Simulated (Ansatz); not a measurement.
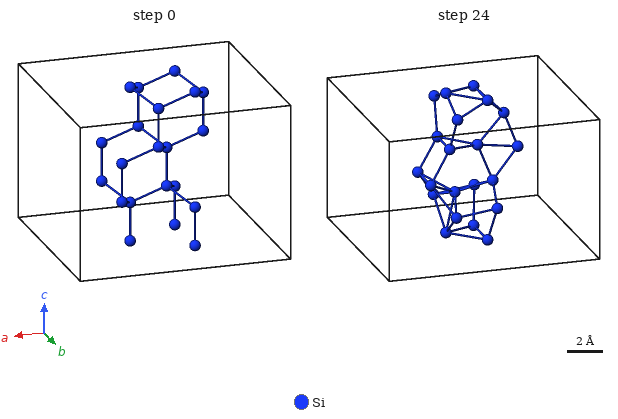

The structure of a wire of composition Si before (left) and after (right) a relaxation, at one scale.

Style: ball-and-stick. Shown: the cell of the calculation, with the vacuum cut short, from a free direction.

Case: wire along [1 1 1], 18 atoms a period.

Method: DFT PBE, scalar-relativistic, plane waves, PAW in Ansatz 0.2.0. (plane-wave cutoff 420 eV; k-point mesh 1 × 1 × 4; occupations gaussian; smearing width 0.05 eV; collinear spin; cell relaxed at fixed a, b, alpha, beta, gamma; force threshold 0.02 eV/Å; at most 45 steps)

Describe what moved and what it gained.

The run was cut off at its time limit before the relaxation converged, so the last structure is only a point on the way. The largest moves relative to the centre of the atoms, 1.68 Å, are those of Si atoms. Along the periodic axis the drawn cell goes c 9.474 → 8.603 Å (−9.2 %). Some distances before and after: Si–Si 5.470 → 2.989 Å, Si–Si 4.535 → 2.519 Å, Si–Si 4.535 → 2.549 Å, Si–Si 3.868 → 2.369 Å. New bonds form, among them: Si–Si (3.87 → 2.48 Å), Si–Si (4.54 → 2.52 Å), Si–Si (4.54 → 2.55 Å). Among the angles between lasting bonds that change: Si–Si–Si 109.5° → 58.8°, Si–Si–Si 109.5° → 60.3°, Si–Si–Si 109.5° → 61.1°. The energy falls by 7.801 eV per cell of the calculation in 23 accepted moves (24 points after the start). Largest force component: 0.7 eV/Å at the start, 0.19 eV/Å at the end. The line search rejected the trial step at point 23 of the run. The program noted that the starting moments weren't kept.
